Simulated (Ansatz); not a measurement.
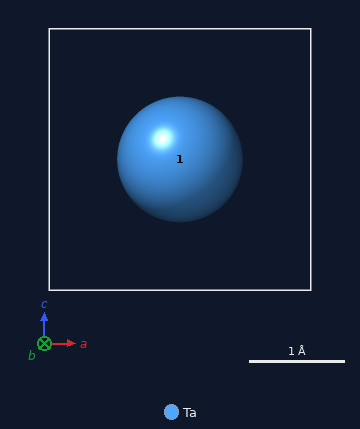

Figure 1. The starting structure (ball-and-stick view of the cell of the calculation, along the b axis; atoms are numbered from 1 in the order of the input). An atom can appear more than once, as a periodic image. Near neighbours in the periodic cell (some may lie outside the picture): Ta has 6 Ta at 2.75 Å.

Geometry relaxation of Ta

Ta (Pm-3m, 1 atom in the cell), computed with DFT PBE, scalar-relativistic, plane waves, PAW, no spin polarisation (Ansatz 0.2.0).

The structure was made by a generator, so it may or may not be a known phase. Figures and captions count atoms from 1; the log counts them from 0 in places.

**Log**
```
Engine: ansatz 0.2.0, x86_64-unknown-linux-gnu
Pseudopotentials: kind: paw
Pseudopotential: Ta, paw, valence charge 13, recommended cutoff 420 eV (normal), Ta.paw.azcp
Functional definition: PBE
  parameter kappa = 0.804
  parameter beta = 0.06672455060314922
  exchange = pbe_x(kappa = kappa, mu = beta*pi^2/3)
  correlation = pbe_c(beta = beta)
Crystal: 1 atoms, lattice volume = 20.875 Å³
Basis set: ecut = 420 eV, 437 PW (Γ), exchange–correlation on 40×40×40 points (8 copies of the dense FFT grid, shifted against one another)
Bands: 11, of which v1, the nominal top of the filled ones, is band 7 counted from 1 (6 counted from 0)
Symmetry: 48 space group operations
Space group: Pm-3m (ITA 221), of the structure as read, at distance tolerance 2.8e-5 Å
k-points: 286 of 8000
Non-local potential: Ta, projectors of the file, l = 0: 3, l = 1: 2, l = 2: 2, l = 3: 1
PAW form: soft (Blöchl's): semilocal exchange-correlation on the pseudo side does not see the compensation charge
PAW one-centre angular grid: Ta, 590 points (default); XC on 64 Gauss nodes
Initial density: superposition of atomic densities (neutral atoms: chi_scale 0, normalization atom), corrected by the library's trained network
Initial wavefunctions: pseudopotential atomic-orbital guess
Functional: x = pbe(κ = 0.804, μ = 0.2195149727645171), c = pbe(β = 0.06672455060314922)
SCF iter   1: F=—  HF=-9931.128937 eV  |F-HF|=—  |Δ(HF+E_count)|=         —  Δρ=3.48e-3  dr2=1.40e-3  ethr=1.77e-3  ⟨swp⟩=5.0  Hψ=17877  notcnv=0
preconditioner: auto → none  [metal: Δε(μ)=0.005 eV  Ē_g=7.120 eV  σ=0.100 eV  W_gap=0.03  n_scr=6 (ndim 8)  ℏωp=18.2 eV  f_vac=0.000  D(μ)=1.24/eV (n_scr^D=18)  sad-step TF]
SCF iter   2: F=—  HF=-9931.128557 eV  |F-HF|=—  |Δ(HF+E_count)|=   3.80e-4  Δρ=2.06e-3  dr2=5.34e-4  ethr=1.08e-5  ⟨swp⟩=2.1  Hψ=6187  notcnv=0
SCF iter   3: F=—  HF=-9931.128571 eV  |F-HF|=—  |Δ(HF+E_count)|=   1.45e-5  Δρ=2.56e-4  dr2=8.32e-6  ethr=4.11e-6  ⟨swp⟩=2.1  Hψ=3648  notcnv=0
SCF iter   4: F=—  HF=-9931.128571 eV  |F-HF|=—  |Δ(HF+E_count)|=   6.33e-7  Δρ=4.34e-5  dr2=1.33e-7  ethr=6.40e-8  ⟨swp⟩=2.4  Hψ=4944  notcnv=0
iter 5 did not close the SCF: its close was put off for the readings that it lacked (scf_convergence_deferred on its scf_iter line)
SCF iter   5: F=-9931.128571 eV  HF=-9931.128571 eV  |F-HF|=1.21e-8  |Δ(HF+E_count)|=   3.45e-8  Δρ=8.57e-6  dr2=1.63e-8  ethr=1.02e-9  ⟨swp⟩=2.0  Hψ=3829  notcnv=0
SCF iter   6: F=-9931.128571 eV  HF=-9931.128571 eV  |F-HF|=1.38e-10  |Δ(HF+E_count)|=   6.20e-9  Δρ=2.38e-6  dr2=4.97e-10  ethr=1.25e-10  ⟨swp⟩=6.2  Hψ=16927  notcnv=0
SCF 1 converged in 6 iterations: F = -9931.128571 eV  dr2 = 4.97e-10
  greatest PAW one-centre occupation: 1.000 electrons in one spin orbital (limit 2), on the Ta atom at site 0 (counted from 0), in its partial waves of l = 0
relax step   1: F+E_penalty+E_count = -9931.12857064 eV  Δ(F+E_penalty+E_count) = +0.000e0 eV  max|allowed force component| = 0.000e0 eV/Å  Δτ_max = 0.0000 Å  P = -1.135 GPa  Ω = 20.875 Å³  (6 SCF iters, dr2 threshold 1.00e-7 eV, accepted)
Crystal: 1 atoms, lattice volume = 20.416 Å³
Basis set: ecut = 420 eV, 389 PW (Γ), exchange–correlation on 40×40×40 points (8 copies of the dense FFT grid, shifted against one another)
Initial density: handed on by an earlier stage of this run
Initial wavefunctions: those handed on with the density
iter 1 solved again at ethr=1.16e-6 eV; its pass at ethr=3.10e-3 eV (dr2=1.51e-4 eV) is discarded
SCF iter   1: F=—  HF=-9931.127408 eV  |F-HF|=—  |Δ(HF+E_count)|=         —  Δρ=7.71e-4  dr2=1.21e-4  ethr=1.16e-6  ⟨swp⟩=2.2  Hψ=22688  notcnv=0
preconditioner: auto → none  [metal: Δε(μ)=0.009 eV  Ē_g=7.280 eV  σ=0.100 eV  W_gap=0.05  n_scr=6 (ndim 8)  ℏωp=18.4 eV  f_vac=0.000  D(μ)=1.27/eV (n_scr^D=18)]
SCF iter   2: F=—  HF=-9931.127394 eV  |F-HF|=—  |Δ(HF+E_count)|=   1.44e-5  Δρ=2.80e-4  dr2=7.61e-6  ethr=9.30e-7  ⟨swp⟩=2.0  Hψ=3826  notcnv=0
SCF iter   3: F=—  HF=-9931.127399 eV  |F-HF|=—  |Δ(HF+E_count)|=   5.18e-6  Δρ=8.03e-5  dr2=4.75e-7  ethr=5.85e-8  ⟨swp⟩=2.3  Hψ=4225  notcnv=0
SCF iter   4: F=-9931.127400 eV  HF=-9931.127400 eV  |F-HF|=1.34e-9  |Δ(HF+E_count)|=   8.64e-7  Δρ=6.55e-6  dr2=5.67e-9  ethr=7.69e-10  ⟨swp⟩=9.1  Hψ=20198  notcnv=0
SCF 2 converged in 4 iterations: F = -9931.127400 eV  dr2 = 5.67e-9
relax step   2: F+E_penalty+E_count = -9931.12739969 eV  Δ(F+E_penalty+E_count) = +1.171e-3 eV  max|allowed force component| = 0.000e0 eV/Å  Δτ_max = 0.0000 Å  P = +2.099 GPa  Ω = 20.416 Å³  energy of the carried Pulay correction = +1.301e-4 eV  (4 SCF iters, dr2 threshold 1.00e-7 eV, rejected (line search))
Crystal: 1 atoms, lattice volume = 20.712 Å³
iter 1 solved again at ethr=5.99e-7 eV; its pass at ethr=3.10e-3 eV (dr2=7.79e-5 eV) is discarded
SCF iter   1: F=—  HF=-9931.129212 eV  |F-HF|=—  |Δ(HF+E_count)|=         —  Δρ=4.98e-4  dr2=5.27e-5  ethr=5.99e-7  ⟨swp⟩=2.4  Hψ=22307  notcnv=0
preconditioner: auto → none  [metal: Δε(μ)=0.001 eV  Ē_g=7.183 eV  σ=0.100 eV  W_gap=0.00  n_scr=6 (ndim 8)  ℏωp=18.2 eV  f_vac=0.000  D(μ)=1.25/eV (n_scr^D=18)]
SCF iter   2: F=—  HF=-9931.129207 eV  |F-HF|=—  |Δ(HF+E_count)|=   5.44e-6  Δρ=1.79e-4  dr2=3.28e-6  ethr=4.05e-7  ⟨swp⟩=2.1  Hψ=3838  notcnv=0
SCF iter   3: F=—  HF=-9931.129208 eV  |F-HF|=—  |Δ(HF+E_count)|=   7.62e-7  Δρ=5.10e-5  dr2=1.99e-7  ethr=2.52e-8  ⟨swp⟩=2.4  Hψ=4369  notcnv=0
SCF iter   4: F=—  HF=-9931.129209 eV  |F-HF|=—  |Δ(HF+E_count)|=   1.87e-6  Δρ=4.39e-6  dr2=2.49e-9  ethr=1.53e-9  ⟨swp⟩=2.3  Hψ=3822  notcnv=0
SCF iter   5: F=—  HF=-9931.129209 eV  |F-HF|=—  |Δ(HF+E_count)|=   1.38e-9  Δρ=3.57e-7  dr2=1.66e-11  ethr=1.92e-11  ⟨swp⟩=2.7  Hψ=4611  notcnv=0
SCF iter   6: F=-9931.129209 eV  HF=-9931.129209 eV  |F-HF|=5.46e-12  |Δ(HF+E_count)|=  5.46e-12  Δρ=3.23e-8  dr2=2.04e-13  ethr=1.00e-12  ⟨swp⟩=5.2  Hψ=11027  notcnv=0
SCF 3 converged in 6 iterations: F = -9931.129209 eV  dr2 = 2.04e-13
relax step   3: F+E_penalty+E_count = -9931.12920942 eV  Δ(F+E_penalty+E_count) = -6.388e-4 eV  max|allowed force component| = 0.000e0 eV/Å  Δτ_max = 0.0000 Å  P = -0.021 GPa  Ω = 20.712 Å³  energy of the carried Pulay correction = +4.599e-5 eV  (6 SCF iters, accepted)
Initial wavefunctions: pseudopotential atomic-orbital guess (no wavefunctions were taken with the density)
iter 1 solved again at ethr=4.28e-8 eV; its pass at ethr=3.10e-3 eV (dr2=5.57e-6 eV) is discarded
SCF iter   1: F=—  HF=-9931.129164 eV  |F-HF|=—  |Δ(HF+E_count)|=         —  Δρ=1.31e-5  dr2=4.02e-9  ethr=4.28e-8  ⟨swp⟩=3.2  Hψ=26825  notcnv=0
preconditioner: auto → none  [metal: Δε(μ)=0.004 eV  Ē_g=7.181 eV  σ=0.100 eV  W_gap=0.02  n_scr=6 (ndim 8)  ℏωp=18.2 eV  f_vac=0.000  D(μ)=1.25/eV (n_scr^D=18)]
SCF iter   2: F=—  HF=-9931.129165 eV  |F-HF|=—  |Δ(HF+E_count)|=   5.86e-7  Δρ=6.42e-6  dr2=8.87e-10  ethr=3.10e-11  ⟨swp⟩=2.6  Hψ=5195  notcnv=0
SCF iter   3: F=—  HF=-9931.129165 eV  |F-HF|=—  |Δ(HF+E_count)|=   1.20e-9  Δρ=4.78e-7  dr2=3.74e-11  ethr=6.82e-12  ⟨swp⟩=2.9  Hψ=4997  notcnv=0
SCF iter   4: F=-9931.129165 eV  HF=-9931.129165 eV  |F-HF|=9.09e-12  |Δ(HF+E_count)|=  1.46e-11  Δρ=1.90e-7  dr2=2.17e-12  ethr=1.00e-12  ⟨swp⟩=6.0  Hψ=13468  notcnv=0
SCF 4 converged in 4 iterations: F = -9931.129165 eV  dr2 = 2.17e-12
relax step   4: F+E_penalty+E_count = -9931.12916478 eV  Δ(F+E_penalty+E_count) = +4.464e-5 eV  max|allowed force component| = 0.000e0 eV/Å  Δτ_max = 0.0000 Å  P = -0.024 GPa  Ω = 20.712 Å³  stress off target by 2.41e-2 GPa  SCF on the basis re-selected at this cell (its energy is not comparable with the rows above)  (4 SCF iters)
```

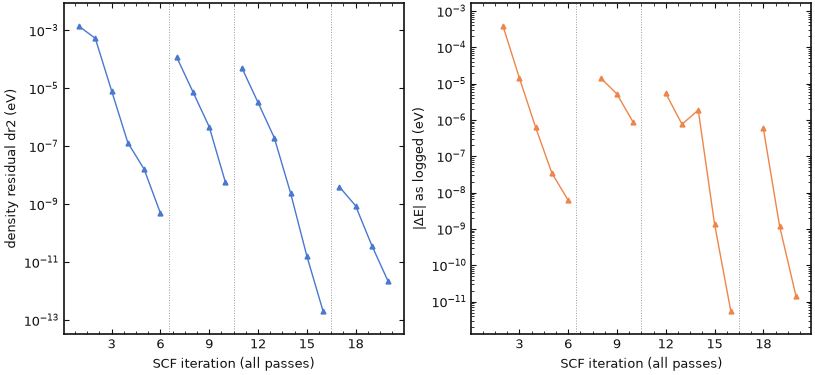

Figure 2. Convergence of the self-consistent field: density residual dr2 and size of the energy change against the SCF iteration. The dotted lines part the SCF passes of the relaxation: geometry steps, rejected trials and re-solves on a re-selected basis. The passes take 6, 4, 6 and 4 iterations.

```
basis re-selected at this cell: Δ(F+E_penalty+E_count) = +4.464e-5 eV, ΔP = -0.003 GPa vs the last step (what re-selecting the basis moved, of the pressure what is left beyond the Pulay correction that the steps carried, after the strain that the cell walked since its last selection, with what the two solves' SCF thresholds leave and, on support functions, any second-order correction that the steps lacked; it is no measure of the basis error at this ecutwfc). This SCF's stress stands 2.41e-2 GPa from its target on what of the cell is left free (relax.cell.stress_tol is 5.00e-2 GPa) and its largest allowed force component is 0.00e0 eV/Å (relax.f_tol is 1.00e-2 eV/Å): within both
SCF converged after 4 iterations
Free energy (F): -9931.129165 eV
Harris-Foulkes:  -9931.129165 eV  (|F-HF|=9.09e-12)
Internal energy: -9931.122923 eV  (E = F + TS)
E sigma→0 (E₀):  -9931.126044 eV
Entropy (-TS):   -0.006241 eV (-6.241 meV/atom)
Fermi energy:    15.843629 eV
--- Per-component energies (eV) ---
  E_band       = -141.331973
  E_kinetic    = 364.354466
  E_local      = -674.349688  (includes V_loc(G=0)·N_el)
  E_nonlocal   = 15.872355
  E_hartree    = 234.070296
  E_xc         = -217.365915
  E_vxc        = -202.625762  (∫ρ·V_xc dr)
  E_paw        = -8396.591229  (= ΣΔE_a)
  E_vpaw       = -112.724070  (= ΣTr[D̂ρ^β])
  E_aug_tail   = 0.000157  (compensation charges beyond the density's cutoff)
  E_ewald      = -1257.113364
  E_smearing   = -0.006241  (= −TS)
  E_closure    = -0.000000  (closes the sum)
  Σ components = -9931.129165   (vs F -9931.129165, Δ=0.00e0)
--- Forces (eV/Å), atoms counted from 1 ---
  atom   1  Ta     0.00000000    -0.00000000    -0.00000000
  max |Σ_I F_I| component: 1.05e-30 eV/Å
--- Stress (GPa, compression-positive) ---
       -0.024063       0.000000       0.000000
        0.000000      -0.024063       0.000000
        0.000000       0.000000      -0.024063
  P = ⅓ Tr σ = -0.0241 GPa (-0.241 kbar)
--- Band table (eV; the first three rows and the last of 286) ---
  k-point 0: bands = ["-51.5284", "-17.5062", "-17.5062", "-17.5062", "8.6523", "13.3065", "13.3065", "21.9791", "21.9791", "21.9791", "30.1450"]
  k-point 1: bands = ["-51.5263", "-17.5371", "-17.5036", "-17.5036", "8.7280", "13.3271", "13.3829", "21.8367", "21.8367", "21.9885", "29.7145"]
  k-point 2: bands = ["-51.5204", "-17.6260", "-17.4963", "-17.4963", "8.9470", "13.3875", "13.6087", "21.4533", "21.4533", "22.0157", "28.7426"]
  k-point 285: bands = ["-51.2817", "-18.3669", "-18.3669", "-18.3669", "13.6103", "13.6103", "13.6103", "23.3971", "24.7488", "24.7488", "27.1805"]
--- Relaxed structure (3 steps of the walk, 2 accepted, 1 SCFs on fresh bases) ---
  F+E_penalty+E_count = -9931.12916478 eV   max|allowed force component| = 0.000e0 eV/Å   (the final SCF, on the basis selected at the relaxed cell)
  cell:  # Å, volume = 20.7118 Å³
    - [2.746242840578908, 2.5679065925163143e-34, -1.2839532962581572e-34]
    - [2.5679065925163143e-34, 2.746242840578908, 0.0]
    - [-1.2839532962581572e-34, 0.0, 2.746242840578908]
  atoms:
    - { symbol: Ta, position: [0.5, 0.5, 0.5] }
```

**Trajectory as extended XYZ (Å, eV, eV/Å), 4 frames, from step=1 to step=4**
```
1
Lattice="2.7534 0.0000 0.0000 0.0000 2.7534 0.0000 0.0000 0.0000 2.7534" Properties=species:S:1:pos:R:3:forces:R:3 step=1 energy=-9931.12857 pressure_GPa=-1.13
Ta    1.3767    1.3767    1.3767    0.0000   0.0000   0.0000
1
Lattice="2.7331 0.0000 0.0000 0.0000 2.7331 0.0000 0.0000 0.0000 2.7331" Properties=species:S:1:pos:R:3:forces:R:3 step=2 energy=-9931.12740 pressure_GPa=2.10 accepted=F
Ta    1.3666    1.3666    1.3666    0.0000   0.0000   0.0000
1
Lattice="2.7462 0.0000 0.0000 0.0000 2.7462 0.0000 0.0000 0.0000 2.7462" Properties=species:S:1:pos:R:3:forces:R:3 step=3 energy=-9931.12921 pressure_GPa=-0.02
Ta    1.3731    1.3731    1.3731    0.0000   0.0000   0.0000
1
Lattice="2.7462 0.0000 0.0000 0.0000 2.7462 0.0000 0.0000 0.0000 2.7462" Properties=species:S:1:pos:R:3:forces:R:3 step=4 energy=-9931.12917 pressure_GPa=-0.02
Ta    1.3731    1.3731    1.3731    0.0000   0.0000   0.0000
```

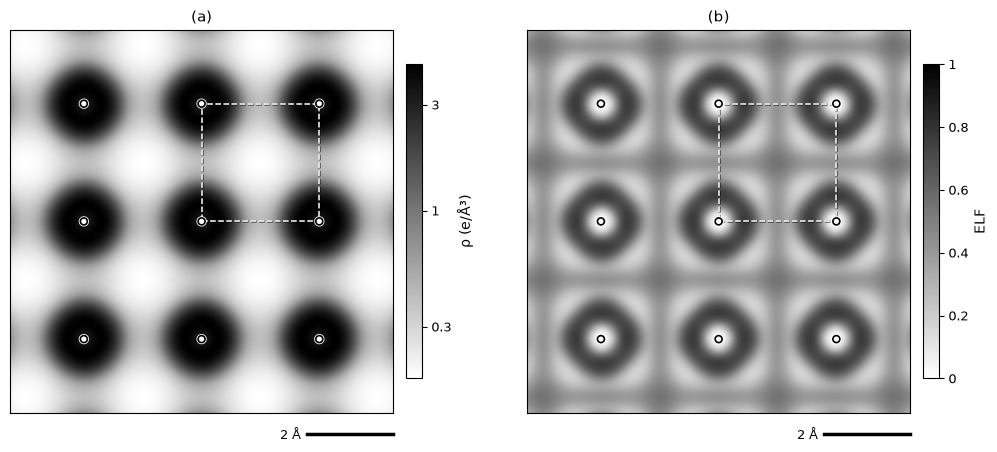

Figure 3. (a) valence electron density; (b) electron localisation function on the (100) plane of the conventional cell. Circles mark the nuclei in the plane (Ta). Atoms in the plane: Ta. Ta–Ta (2.75 Å): ρ is about 0.4 e/Å³ halfway; the ELF is about 0.45 at the midpoint, which marks nearly free electrons, as in a simple metal. Away from the nuclei the density in this plane falls to 0.18 e/Å³ at its lowest. 5. The strong features right at Ta lie inside the PAW spheres (semicore, d or f shells) and say nothing about bonding. Core electrons are frozen (PAW), so the fields are smoothed inside the atomic spheres.

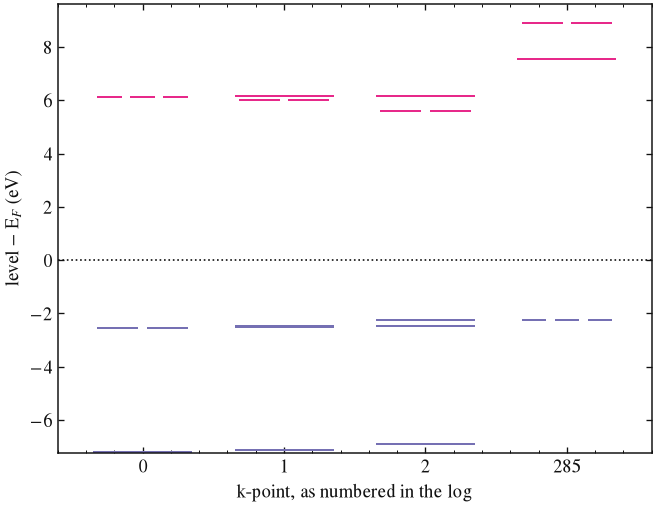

Figure 4. Kohn–Sham levels near the Fermi level (dotted) at the few k-points that the log prints; levels within 0.02 eV of each other stand side by side. The system is metallic on the full mesh.

The run was set up as follows.

**Input**
```yaml
crystal:
  lattice:
    - [2.7534443711, 0.0, 0.0]
    - [0.0, 2.7534443711, 0.0]
    - [0.0, 0.0, 2.7534443711]
  atoms:
    - { symbol: Ta, position: [0.5, 0.5, 0.5] }
basis:
  ecutwfc: 420
kpoints:
  mp_grid: { grid: [20, 20, 20] }
hamiltonian:
  xc: pbe
scf:
  occupations: { method: gaussian, width: 0.1 }
output:
  forces: true
  stress: true
  eigenvalues: true
  write_density: true
  write_potential: true
  elf: true
  volumetric_format: npy
relax:
  adjacent_minimum: "off"
  f_tol: 0.01
  max_steps: 80
  cell: { stress_tol: 0.05 }
```

Launched with:
```bash
ansatz run input.yaml --threads 1 --pin off --max-ram 2560MiB --backend cpu --events-out ev --progress --plain --runs-dir out
```

**Key numbers**

```tsv
quantity	value
outcome	converged
space group (tolerance 0.01 Å)	Pm-3m (221)
electrons treated	13
free energy	−9931.1292 eV
Fermi energy	15.844 eV
gap on the k-point mesh	none (metallic)
pressure	−0.02 GPa
final volume	20.71 Å³
largest force (length of the vector) at the end	under 0.001 eV/Å
final cell	a = 2.746 Å, b = 2.746 Å, c = 2.746 Å, α = 90.00°, β = 90.00°, γ = 90.00°
hardware	1 thread of Intel Xeon @ 2.70GHz, 189 GiB of memory available, shared host
wall time	14 s
peak memory	0.39 GiB
```

**Remarks**

Spin–orbit coupling is left out, which matters for Ta.
